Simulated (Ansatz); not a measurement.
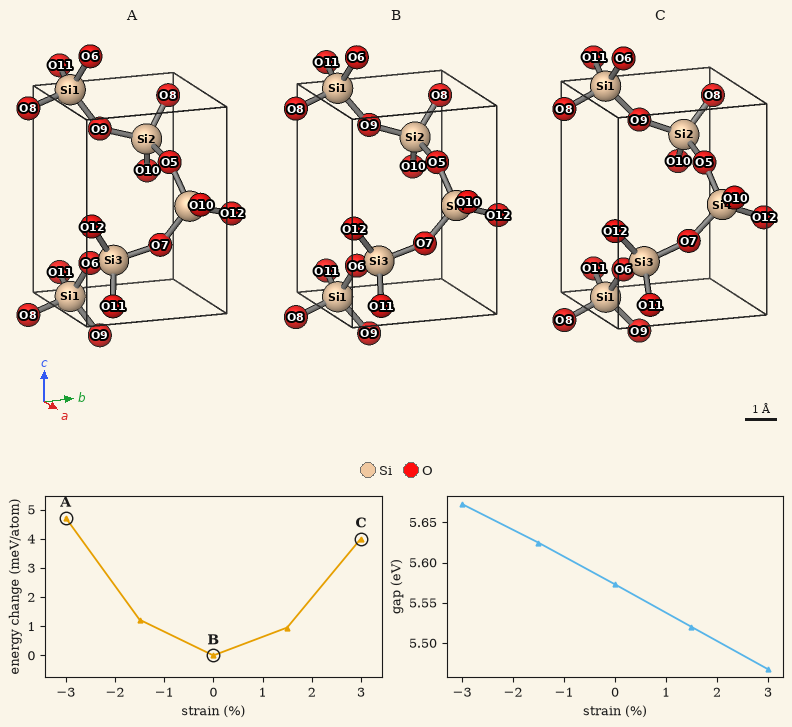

Members of a series of calculations on a crystal of SiO$_{2}$ (set up in P4_32_12), marked on the first curve. Style: ball-and-stick. Shown: the cell of the calculation, slightly off an axis.

Theory: DFT PBEsol, scalar-relativistic, plane waves, PAW (Ansatz 0.2.0). Settings: plane-wave cutoff 420 eV; k-point mesh 6 × 6 × 4; occupations gaussian; smearing width 0.02 eV; no spin polarisation.

Q: Which kind of strain is it, and how does the structure respond?

A: Biaxial strain in the a–b plane, c and atoms relaxed. A (strain −3.0 %): energy change 4.7 meV/atom, volume 13.77 Å³ per atom, gap 5.67 eV. B (strain 0.0 %): energy change 0.0 meV/atom, volume 14.76 Å³ per atom, gap 5.57 eV. C (strain 3.0 %): energy change 4.0 meV/atom, volume 15.85 Å³ per atom, gap 5.47 eV. The rest compares A with C. Cell: a = b 4.877 → 5.179 Å (+6.2 %), c 6.945 → 7.092 Å (+2.1 %). Volume +15.1 %. 
